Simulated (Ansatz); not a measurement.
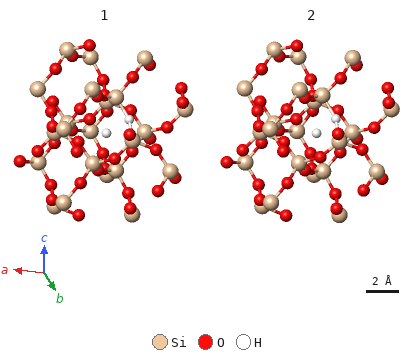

Two geometries of a defect cell of composition Si24O47H2 (cell charge +1), drawn at one scale. One is the start of a relaxation, the other its converged end. The picture is a ball-and-stick view of the atoms within 5.8 Å of the atom that moves most (axes of the cell of the calculation, reduced to other axes (origin shifted)), seen from a free direction. Lengths and directions refer to the drawn axes.

Theory: DFT, PBEsol, PAW, plane waves in Ansatz 0.2.0. (plane-wave cutoff 420 eV; k-point mesh 1 × 1 × 1; mesh shifted by (0.25, 0.25, 0.25); collinear spin; atoms relaxed in a fixed cell; force threshold 0.03 eV/Å; at most 80 steps)

> Which one is relaxed?

Structure 2 is the relaxed one. The largest move is that of an H atom, 0.24 Å along [−2 1 1]. By element the largest moves are H 0.24 Å, O 0.15 Å, Si 0.14 Å. The cell doesn't change. Near-neighbour distances that change, for instance: H–Si 1.612 → 1.701 Å, O–Si 1.673 → 1.588 Å, O–Si 1.701 → 1.623 Å, O–Si 1.578 → 1.656 Å. Among the angles between lasting bonds that change: O–Si–H 111.0° → 100.7°, Si–O–Si 142.8° → 152.0°, O–Si–O 106.7° → 115.9°. The energy falls by 2.087 eV per cell of the calculation in 8 geometry steps. Largest force component: 4 eV/Å at the start, 0.023 eV/Å at the end. Cost: 7.2 s on 1 × NVIDIA GB200 with 8 threads of Arm Neoverse-V2, peak memory 1.8 GiB.

Limits of the set-up: the cell is charged, on a uniform background, and energies carry no finite-size correction.
